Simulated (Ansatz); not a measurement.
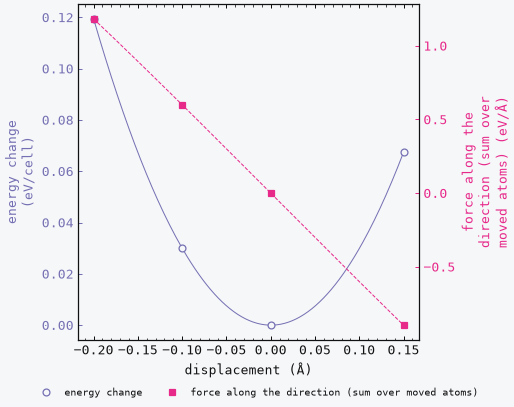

The plot gives the computed energy change and force along the direction (sum over moved atoms) against displacement for Ti₃Al, space group Fm-3m (No. 225).

The given structure:
```
CELL_PARAMETERS angstrom
0.00000 3.19152 3.19152
3.19152 0.00000 3.19152
3.19152 3.19152 0.00000
ATOMIC_POSITIONS crystal
Ti 0.75000 0.75000 0.75000
Ti 0.25000 0.25000 0.25000
Ti 0.00000 0.00000 0.00000
Al 0.50000 0.50000 0.50000
```

How it was computed, with Ansatz 0.2.0: one atom of a crystal moved along a line, all else fixed, by plane-wave density functional theory with PAW datasets, free energies less that of the undisturbed cell; scalar-relativistic. Level: PBEsol, collinear spin.

wave cutoff 420 eV; k mesh 14×14×14; occupations Gaussian; smearing width 0.15 eV; k shift (0, 0, 0) (mesh steps); start relaxed; moved atom 1; direction (0, 0, −1) (Cartesian unit vector).

**Is the starting structure at a minimum along this coordinate?**

Yes: the energy rises on both sides of the starting structure, which is therefore a minimum along this path.

**Read off the course of the force along the direction (sum over moved atoms).**

It falls from 1.18 eV/Å at displacement −0.20 Å to −0.90 eV/Å at 0.15 Å, and changes sign near 0.00 Å.

Caveats: state may not be the lowest.
